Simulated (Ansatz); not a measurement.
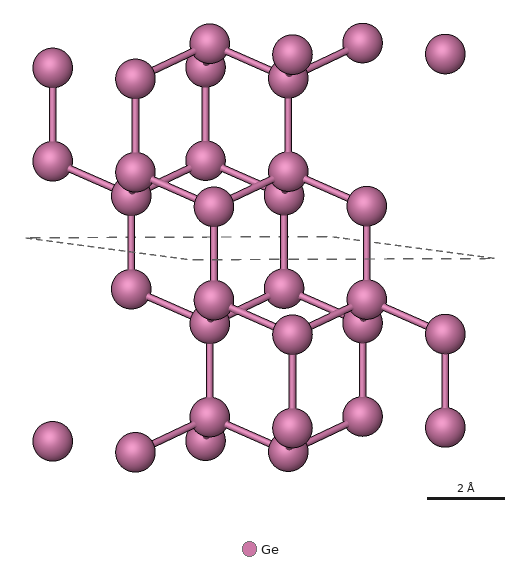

A crystal of Ge (Fd-3m): the crystal is pulled apart rigidly along the normal of the (1 1 1) plane of the conventional cell, at a cut between a plane of Ge below and one of Ge above, 2.46 Å apart. One cut stands in each cell, which starts 9.8 Å high; nothing is relaxed, and the dashed outline marks the cut. The picture shows the perfect crystal around the cut (dashed). Style: ball-and-stick. Shown: the layers on both sides of the cut, from the side, nearly along the cut plane.

Method: Ansatz 0.2.0, DFT PBEsol, scalar-relativistic, plane waves, PAW. Set-up: plane-wave cutoff 420 eV; k-point mesh 17 × 17 × 6; occupations gaussian; smearing width 0.15 eV; no spin polarisation. Energies (free energies at the smearing named) are counted from the relaxed crystal.

```
Ge
1.0
     2.83788   -2.83788    0.00000
     2.83788    0.00000   -2.83788
     5.67576    5.67576    5.67576
Ge
6
Cartesian
  8.5136 2.8379 2.8379
  5.6758 0.0000 2.8379
  2.8379 0.0000 0.0000
  4.2568 -1.4189 -1.4189
  7.0947 1.4189 4.2568
  4.2568 1.4189 1.4189
```

> Give the energy at each point (the opening: −0.30, 0.00, 0.25, 0.50, 1.00, 2.00, 3.00, 6.00 Å).

| opening (Å) | ΔE per area (J/m²) |
| --- | --- |
| −0.30 | 0.554 |
| 0.00 | 0.000 |
| 0.25 | 0.183 |
| 0.50 | 0.546 |
| 1.00 | 1.286 |
| 2.00 | 2.088 |
| 3.00 | 2.251 |
| 6.00 | 2.272 |

At the widest opening, 6.00 Å, the energy has risen by 2.272 J/m², where the curve has levelled off: this is the ideal work of separation, the sum of the two unrelaxed surface energies of a slab 9.8 Å thick. The steepest rise lies between 0.50 Å and 1.00 Å, with a mean traction of about 15 GPa. Pressing the cut together by 0.30 Å costs 0.554 J/m².

As a plot:

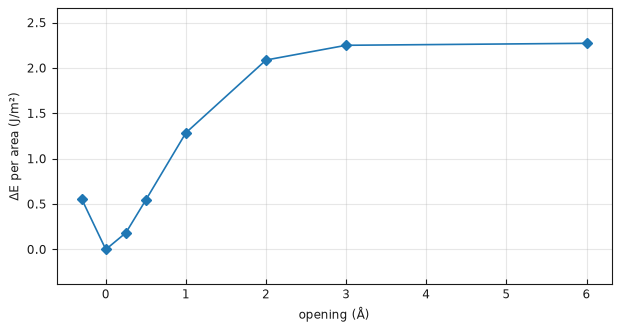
